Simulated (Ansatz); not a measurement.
The calculation's input:

```
crystal:
  lattice:
    - [4.6567175106, 0.0, 0.0]
    - [0.0, 4.6567175106, 0.0]
    - [0.0, 0.0, 3.603236482]
  atoms:
    - { symbol: Mg, position: [0.5, 0.5, 0.0] }
    - { symbol: O, position: [0.5, 0.5, 0.5] }
basis:
  ecutwfc: 420
kpoints:
  mp_grid: { grid: [6, 6, 8] }
hamiltonian:
  xc: pbe
scf:
  occupations: { method: gaussian, width: 0.02 }
output:
  forces: true
  stress: true
  eigenvalues: true
  write_density: true
  write_potential: true
  elf: true
  volumetric_format: npy
relax:
  adjacent_minimum: "off"
  f_tol: 0.01
  max_steps: 80
  cell: { stress_tol: 0.05 }
```

Command:

```sh
ansatz run input.yaml --threads 1 --pin off --max-ram 2048MiB --backend cpu --events-out ev --progress --plain --runs-dir out
```

Below, planes, directions and counts refer to the conventional cell (a = 5.30 Å, b = 5.30 Å, c = 3.61 Å, α = 90.00°, β = 90.00°, γ = 90.00°).

The fields are those of the relaxed geometry.

Space group P4/mmm; a structure generated by program, which may or may not match a known phase.

Theory: Ansatz, DFT PBE, scalar-relativistic, plane waves, PAW.

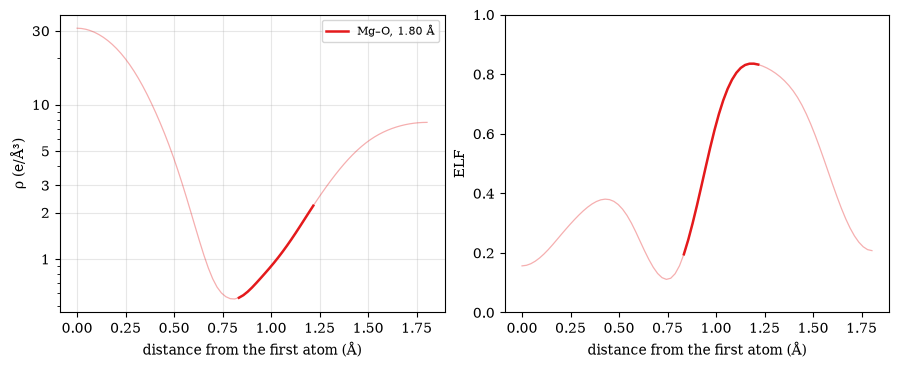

MgO. Valence pseudo-density and ELF along straight lines between neighbouring atoms. Thin, pale parts lie inside the atomic spheres.

The density is the valence pseudo-density of a PAW calculation; it isn't the true density close to the nuclei.

Q: What kind of bonding do the profiles show?

A: Mg–O (1.80 Å): ρ is about 0.65 e/Å³ halfway; the ELF peaks at about 0.85 in the valence shell of O, 0.6 Å from its nucleus, and is about 0.35 at the midpoint; an ionic contact with no shared pair.
